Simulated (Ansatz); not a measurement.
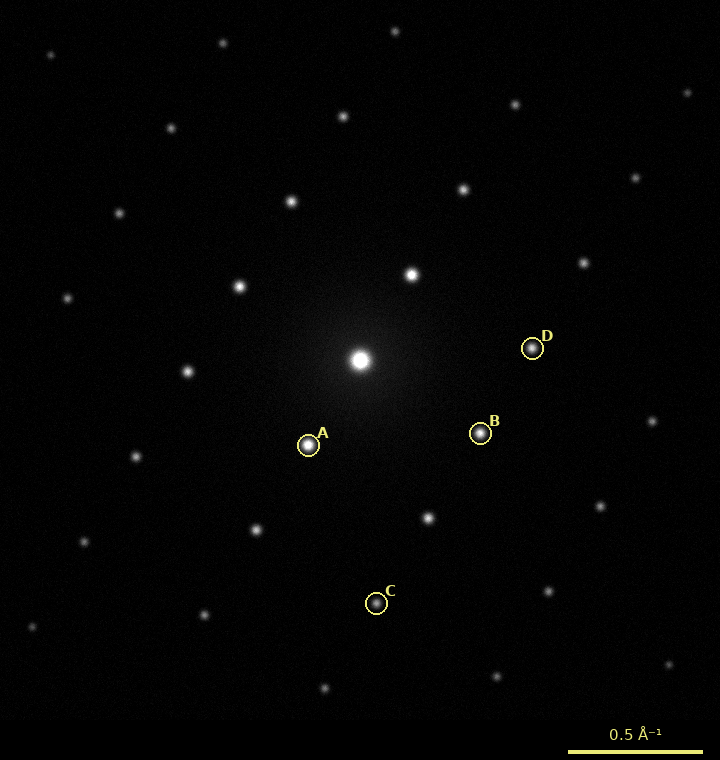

The pattern is a kinematic simulation for 80 kV electrons (no multiple scattering; isotropic B = 0.5 Å²). The zone axis points towards the electron source and the pattern is seen from the source side.

The sample is Ti, space group Pm-3m (No. 221), a = 2.678 Å. Structure: the input geometry of an electronic-structure calculation (not necessarily at equilibrium); the starting structure was generated, so it need not be a known form of this composition.

```
Ti
1.0
     2.67774    0.00000    0.00000
     0.00000    2.67774    0.00000
     0.00000    0.00000    2.67774
Ti
1
Direct
  0.00000 0.00000 0.00000
```

Spot A is indexed 0 0 -1 and spot B -1 1 0.

### What are the indices of the remaining marked spots?

C = 2A + B = -1 1 -2 (d = 1.093 Å). D = −A + B = -1 1 1 (d = 1.546 Å).

### Give [uvw].

The cross product of A and B is parallel to [110]; every spot obeys hu + kv + lw = 0.

### What are the spacings of A and B and the angle between them?

d(A) = 2.678 Å, d(B) = 1.893 Å, and the angle is 90.0°.
